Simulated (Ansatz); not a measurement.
**Run report: Zr$_{2}$N, single-point calculation**

The run: single-point calculation of Zr$_{2}$N (P4₂/mnm, 6 atoms in the cell). Method and program: DFT PBEsol, scalar-relativistic, plane waves, PAW, no spin polarisation (Ansatz 0.2.0).

The structure derives from a Materials Project entry.

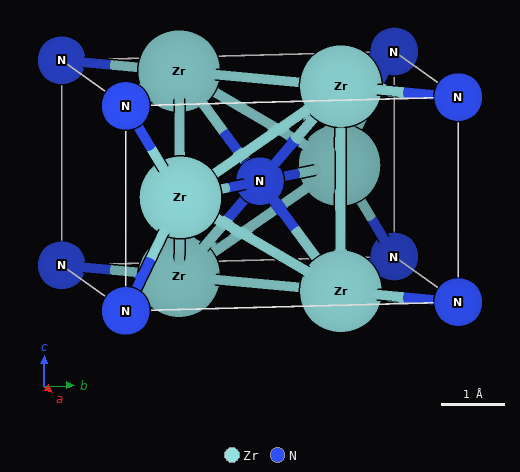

**Figure 1.** The input geometry (ball-and-stick view of the cell of the calculation, seen slightly off an axis). An atom can appear more than once, as a periodic image.

## Summary

```tsv
quantity	value
outcome	converged
space group (tolerance 0.01 Å)	P4₂/mnm (136)
electrons treated	58
free energy	−17279.7499 eV
Fermi energy	14.736 eV
gap on the k-point mesh	none (metallic)
pressure	−4.87 GPa
largest force (length of the vector)	0.008 eV/Å
hardware	1 thread of Intel Xeon (Granite Rapids), 192 GiB of memory available, shared host
wall time	2.7 s
peak memory	0.41 GiB
```

## The input
```yaml
crystal:
  lattice:
    - [5.41300273, 0.0, 0.0]
    - [0.0, 5.41300273, 0.0]
    - [0.0, 0.0, 3.30778919]
  atoms:
    - { symbol: Zr, position: [0.29612546, 0.29612546, 0.0] }
    - { symbol: Zr, position: [0.70387454, 0.70387454, 0.0] }
    - { symbol: Zr, position: [0.79612546, 0.20387454, 0.5] }
    - { symbol: Zr, position: [0.20387454, 0.79612546, 0.5] }
    - { symbol: "N", position: [0.0, 0.0, 0.0] }
    - { symbol: "N", position: [0.5, 0.5, 0.5] }
basis:
  ecutwfc: 420
kpoints:
  mp_grid: { grid: [4, 4, 6] }
hamiltonian:
  xc: pbesol
scf:
  occupations: { method: gaussian, width: 0.1 }
output:
  forces: true
  stress: true
  eigenvalues: true
```

Launched with:
```bash
ansatz run input.yaml --threads 1 --pin off --max-ram 2560MiB --backend cpu --events-out ev --progress --plain --runs-dir out
```

## The program's output
```
Engine: ansatz 0.2.0, x86_64-unknown-linux-gnu
Pseudopotentials: kind: paw
Pseudopotential: Zr, paw, valence charge 12, recommended cutoff 420 eV (normal), Zr.paw.azcp
Pseudopotential: N, paw, valence charge 5, recommended cutoff 420 eV (normal), N.paw.azcp
Functional definition: PBEsol
  exchange = pbesol_x
  correlation = pbesol_c
Crystal: 6 atoms, lattice volume = 96.920 Å³
Basis set: ecut = 420 eV, 1863 PW (Γ), exchange–correlation on 80×80×48 points (8 copies of the dense FFT grid, shifted against one another)
Bands: 35, of which v1, the nominal top of the filled ones, is band 29 counted from 1 (28 counted from 0)
Symmetry: 16 space group operations
Space group: P42/mnm (ITA 136), of the structure as read, at distance tolerance 4.6e-5 Å
k-points: 24 of 96
Non-local potential: Zr, projectors of the file, l = 0: 3, l = 1: 2, l = 2: 2, l = 3: 2
Non-local potential: N, projectors of the file, l = 0: 2, l = 1: 2, l = 2: 1
PAW form: soft (Blöchl's): semilocal exchange-correlation on the pseudo side does not see the compensation charge
PAW frozen core: Zr, regenerated for the run's functional, and the local potential with it (the file was generated under x = pbe(κ = 0.804, μ = 0.2195149727645171), c = pbe(β = 0.06672455060314922))
PAW frozen core: N, regenerated for the run's functional, and the local potential with it (the file was generated under x = pbe(κ = 0.804, μ = 0.2195149727645171), c = pbe(β = 0.06672455060314922))
PAW one-centre angular grid: Zr, 590 points (default); XC on 64 Gauss nodes
PAW one-centre angular grid: N, 110 points (default); XC on 64 Gauss nodes
Initial density: superposition of atomic densities (neutral atoms: chi_scale 0, normalization atom), corrected by the library's trained network
Initial wavefunctions: pseudopotential atomic-orbital guess
Functional: x = pbesol(κ = 0.804, μ = 0.12345679012345678), c = pbesol(β = 0.046)
SCF iter   1: F=—  HF=-17279.756554 eV  |F-HF|=—  |Δ(HF+E_count)|=         —  Δρ=6.55e-3  dr2=2.55e-2  ethr=1.77e-3  ⟨swp⟩=4.8  Hψ=3251  notcnv=0
preconditioner: auto → Kerker (q_TF=auto, 2.505 Å⁻¹)  [metal: Δε(μ)=0.042 eV  Ē_g=6.656 eV  σ=0.100 eV  W_gap=0.23  n_scr=22 (ndim 8)  ℏωp=19.2 eV  f_vac=0.000  D(μ)=2.95/eV (n_scr^D=22)]
SCF iter   2: F=—  HF=-17279.751371 eV  |F-HF|=—  |Δ(HF+E_count)|=   5.18e-3  Δρ=3.97e-3  dr2=9.60e-3  ethr=4.40e-5  ⟨swp⟩=1.0  Hψ=1032  notcnv=0
SCF iter   3: F=—  HF=-17279.749953 eV  |F-HF|=—  |Δ(HF+E_count)|=   1.42e-3  Δρ=7.88e-4  dr2=6.10e-4  ethr=1.65e-5  ⟨swp⟩=3.0  Hψ=1498  notcnv=0
SCF iter   4: F=—  HF=-17279.749841 eV  |F-HF|=—  |Δ(HF+E_count)|=   1.11e-4  Δρ=2.74e-4  dr2=7.99e-5  ethr=1.05e-6  ⟨swp⟩=2.0  Hψ=1078  notcnv=0
SCF iter   5: F=—  HF=-17279.749865 eV  |F-HF|=—  |Δ(HF+E_count)|=   2.36e-5  Δρ=6.66e-5  dr2=4.58e-6  ethr=1.38e-7  ⟨swp⟩=2.0  Hψ=914  notcnv=0
SCF iter   6: F=—  HF=-17279.749863 eV  |F-HF|=—  |Δ(HF+E_count)|=   1.30e-6  Δρ=1.33e-5  dr2=2.44e-7  ethr=7.90e-9  ⟨swp⟩=2.0  Hψ=1195  notcnv=0
SCF iter   7: F=-17279.749863 eV  HF=-17279.749863 eV  |F-HF|=2.54e-9  |Δ(HF+E_count)|=   6.68e-8  Δρ=2.57e-6  dr2=6.36e-9  ethr=1.72e-10  ⟨swp⟩=8.8  Hψ=3078  notcnv=0
SCF 1 converged in 7 iterations: F = -17279.749863 eV  dr2 = 6.36e-9
  greatest PAW one-centre occupation: 0.996 electrons in one spin orbital (limit 2), on the Zr atom at site 3 (counted from 0), in its partial waves of l = 0
```

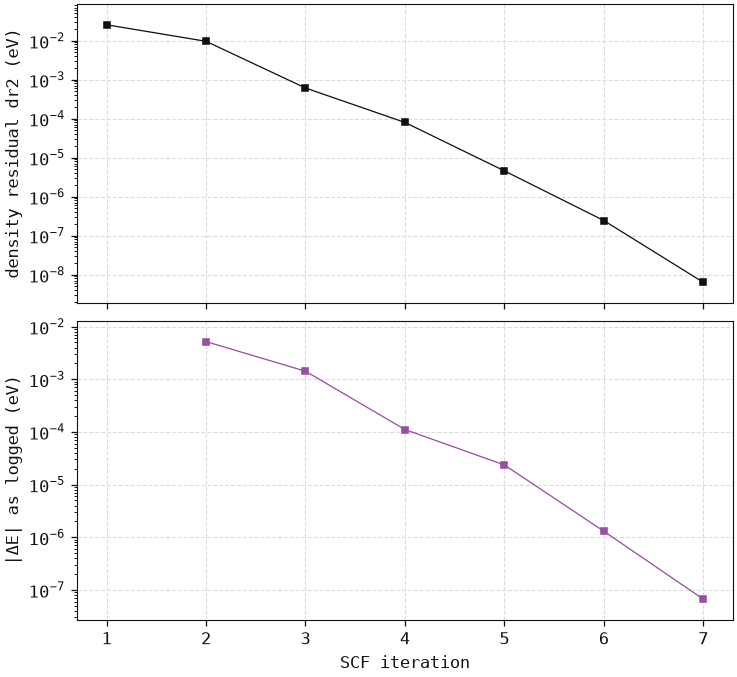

**Figure 2.** Convergence of the self-consistent field: density residual dr2 and size of the energy change against the SCF iteration. The residual falls at every step.

```
SCF converged after 7 iterations
Free energy (F): -17279.749863 eV
Harris-Foulkes:  -17279.749863 eV  (|F-HF|=2.54e-9)
Internal energy: -17279.734875 eV  (E = F + TS)
E sigma→0 (E₀):  -17279.742369 eV
Entropy (-TS):   -0.014988 eV (-2.498 meV/atom)
Fermi energy:    14.735925 eV
--- Per-component energies (eV) ---
  E_band       = -293.868534
  E_kinetic    = 1596.744093
  E_local      = -2746.896839  (includes V_loc(G=0)·N_el)
  E_nonlocal   = 412.804557
  E_hartree    = 861.938721
  E_xc         = -764.361443
  E_vxc        = -918.031027  (∫ρ·V_xc dr)
  E_paw        = -11843.590340  (= ΣΔE_a)
  E_vpaw       = -362.368528  (= ΣTr[D̂ρ^β])
  E_aug_tail   = 0.000264  (compensation charges beyond the density's cutoff)
  E_ewald      = -4797.092968
  E_core_change = 0.719079  (= ΣΔE_core)
  E_smearing   = -0.014988  (= −TS)
  E_closure    = 0.000000  (closes the sum)
  Σ components = -17279.749863   (vs F -17279.749863, Δ=0.00e0)
--- Forces (eV/Å), atoms counted from 1 ---
  atom   1  Zr     0.00564182     0.00564182     0.00000000
  atom   2  Zr    -0.00564182    -0.00564182     0.00000000
  atom   3  Zr     0.00564182    -0.00564182     0.00000000
  atom   4  Zr    -0.00564182     0.00564182     0.00000000
  atom   5  N      0.00000000     0.00000000     0.00000000
  atom   6  N      0.00000000     0.00000000     0.00000000
  max |Σ_I F_I| component: 1.13e-17 eV/Å
--- Stress (GPa, compression-positive) ---
       -4.506066       0.000000       0.000000
        0.000000      -4.506066       0.000000
        0.000000       0.000000      -5.594036
  P = ⅓ Tr σ = -4.8687 GPa (-48.687 kbar)
--- Band table (eV; the first three rows and the last of 24) ---
  k-point 0: bands = ["-33.8100", "-33.6697", "-33.6697", "-33.6116", "-12.7396", "-12.1541", "-12.0702", "-12.0702", "-11.8338", "-11.6516", "-11.5663", "-11.5663", "-11.4335", "-11.4233", "-11.4233", "-11.3933", "-0.4289", "1.1154", "8.9541", "8.9541", "9.6618", "10.7103", "10.7103", "11.0090", "11.5441", "12.8512", "15.1011", "15.3601", "15.5207", "15.8104", "15.8104", "16.0673", "16.1497", "16.1497", "17.0559"]
  k-point 1: bands = ["-33.7879", "-33.6610", "-33.6610", "-33.6158", "-12.6628", "-12.0951", "-12.0170", "-12.0170", "-11.9189", "-11.7103", "-11.6831", "-11.6831", "-11.5862", "-11.4510", "-11.4510", "-11.4350", "-0.2650", "1.0550", "9.3423", "9.3423", "9.3508", "10.7228", "10.7228", "11.2079", "11.5613", "13.2432", "14.5061", "14.5061", "14.6904", "14.7494", "15.9453", "16.6422", "17.2457", "17.2457", "17.3692"]
  k-point 2: bands = ["-33.7339", "-33.6434", "-33.6434", "-33.6341", "-12.4757", "-12.0423", "-11.9848", "-11.9391", "-11.9218", "-11.9218", "-11.8601", "-11.8601", "-11.7942", "-11.5565", "-11.5450", "-11.5450", "0.0968", "0.8374", "9.2345", "10.0362", "10.0362", "10.4723", "10.6970", "10.6970", "12.6113", "13.7312", "13.7312", "13.9158", "13.9906", "14.0035", "16.7236", "16.9809", "16.9809", "17.7486", "18.0203"]
  k-point 23: bands = ["-33.6711", "-33.6711", "-33.6384", "-33.6384", "-12.5439", "-12.5439", "-12.2565", "-12.2565", "-11.6908", "-11.6908", "-11.6698", "-11.6698", "-11.6641", "-11.6641", "-11.5196", "-11.5196", "0.4049", "0.4049", "9.8816", "9.8816", "10.0416", "10.0416", "10.3188", "10.3188", "13.3054", "13.3054", "13.9079", "13.9079", "14.5108", "14.5108", "15.9369", "15.9369", "17.4201", "17.4201", "18.5904"]
```

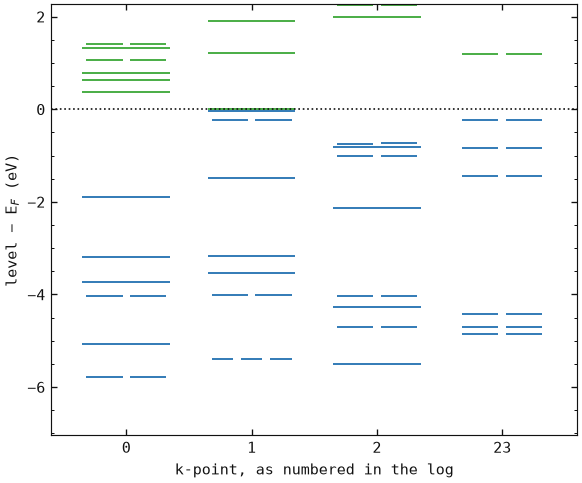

**Figure 3.** Kohn–Sham levels near the Fermi level (dotted) at the few k-points that the log prints; levels within 0.02 eV of each other stand side by side. The system is metallic on the full mesh.
